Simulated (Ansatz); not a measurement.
## Run report: TiO$_{2}$, single-point calculation

The run: single-point calculation of TiO$_{2}$ (P4₂/mnm, 6 atoms in the cell). Method and program: DFT, PBE, PAW, plane waves, scalar-relativistic (Ansatz 0.2.0).

The structure derives from an entry of the Crystallography Open Database. It belongs to a series of runs on one base structure; here: fixed occupations.

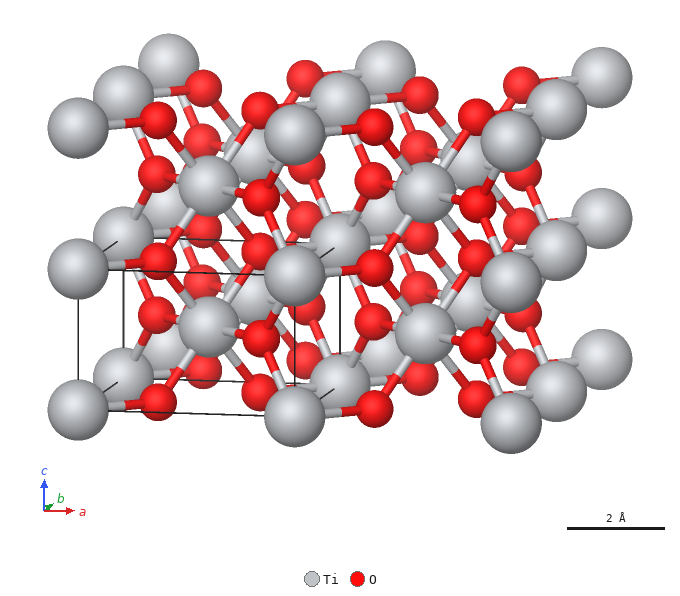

The structure (ball-and-stick view of the cell of the calculation, repeated 2 × 2 × 2, seen slightly off an axis).

### Input
```yaml
crystal:
  lattice:
    - [4.593, 0.0, 0.0]
    - [0.0, 4.593, 0.0]
    - [0.0, 0.0, 2.959]
  atoms:
    - { symbol: Ti, position: [0.0, 0.0, 0.0], spin: 1.0 }
    - { symbol: Ti, position: [0.5, 0.5, 0.5], spin: 1.0 }
    - { symbol: O, position: [0.3051, 0.3051, 0.0] }
    - { symbol: O, position: [0.1949, 0.8051, 0.5] }
    - { symbol: O, position: [0.6949, 0.6949, 0.0] }
    - { symbol: O, position: [0.8051, 0.1949, 0.5] }
magnetization:
  spin_polarized: true
hamiltonian:
  xc: pbe
  pseudopotentials: { kind: paw }
basis:
  ecutwfc: 420
kpoints:
  mp_grid: { grid: [5, 5, 7] }
scf:
  occupations: { method: fixed }
  lower_state_search: "off"
  max_iter: 80
output:
  forces: true
  stress: true
```

Machine: 2 threads of AMD EPYC (Zen 5), 16 GiB of memory available, shared host.

Command:
```bash
ansatz run input.yaml --threads 2 --pin off --max-ram 5120MiB --backend cpu --events-out ev --progress --plain --runs-dir out
```

### Output
```
Error: inconsistent input (scf.occupations.method, magnetization): a σ = 0 step fill (method: fixed, or a smearing width below the step floor) with no hard lock on the total moment puts the same N_el/2 bands in each spin channel, which gives a total moment of zero, but the starting moments sum to +2.0000 μB; make the starting moments (crystal.atoms[].spin / magnetization.per_species / magnetization.initial_magnetization) sum to zero, or set magnetization.spin_locking.lock_magnetization: hard with an even integer magnetization.initial_magnetization, or use a smearing method with a finite width, such as fermi_dirac
```

### Outcome

- outcome: refused by the program
- space group (tolerance 0.01 Å): P4₂/mnm (136)

### Diagnosis

The program refused the input: “inconsistent input (scf.occupations.method, magnetization): a σ = 0 step fill (method: fixed, or a smearing width below the step floor) with no hard lock on the total moment puts the same N_el/2 bands in each spin channel, which gives a total moment of zero, but the starting moments sum to +2.0000 μB …”
